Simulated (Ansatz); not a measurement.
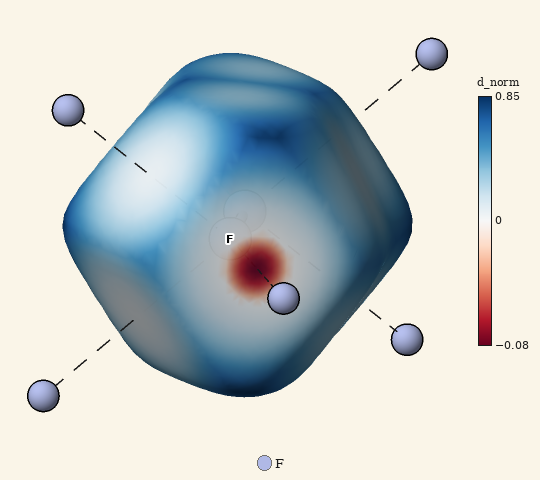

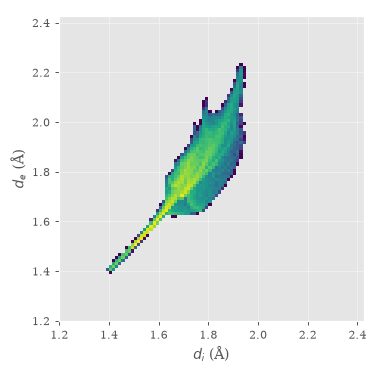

Hirshfeld surface computed for the F2 molecule in F in space group C2/m, coloured by d_norm. Dashed lines lead to the closest neighbours outside. The second picture is its fingerprint plot, coloured by area on a logarithmic scale (dark little, yellow much).

The surface is where the fragment's share of the procrystal density (the sum of the densities of spherically averaged neutral Hartree-Fock atoms) equals one half. d_i and d_e are the distances from the surface to the nearest nucleus inside and outside; d_norm adds both, each measured against its van der Waals radius (Alvarez: F 1.46 Å), so red marks contacts shorter than the sum of radii, white equal and blue longer.

The cell is taken from the end point of a relaxation with DFT PBE+D3(BJ), scalar-relativistic, plane waves, PAW (Ansatz).

```
F
1.0
     5.88062    0.00000    0.00000
     0.00000    3.38684    0.00000
    -2.28733    0.00000    7.01868
F
8
Direct
  0.57798 0.50000 0.09491
  0.42202 0.50000 0.90509
  0.99951 0.50000 0.59579
  0.00049 0.50000 0.40421
  0.07798 0.00000 0.09491
  0.92202 0.00000 0.90509
  0.49951 0.00000 0.59579
  0.50049 0.00000 0.40421
```

> Which contact with the surroundings is the closest relative to the atoms' sizes?

F···F at 2.81 Å, 96 % of the sum of the van der Waals radii.

> How is the surface shared among contacts (both directions of a pair summed)?

F···F 100 %.

> Give the size and shape of the surface.

It encloses about 33.1 Å³, has an area of about 53 Å² and a globularity of 0.95 (1 for a sphere).

> Where does the fingerprint reach closest to the origin?

The smallest d_i + d_e is about 2.8 Å, which belongs to the shortest contact, F···F at 2.81 Å; d_e runs from 1.40 to 2.22 Å.
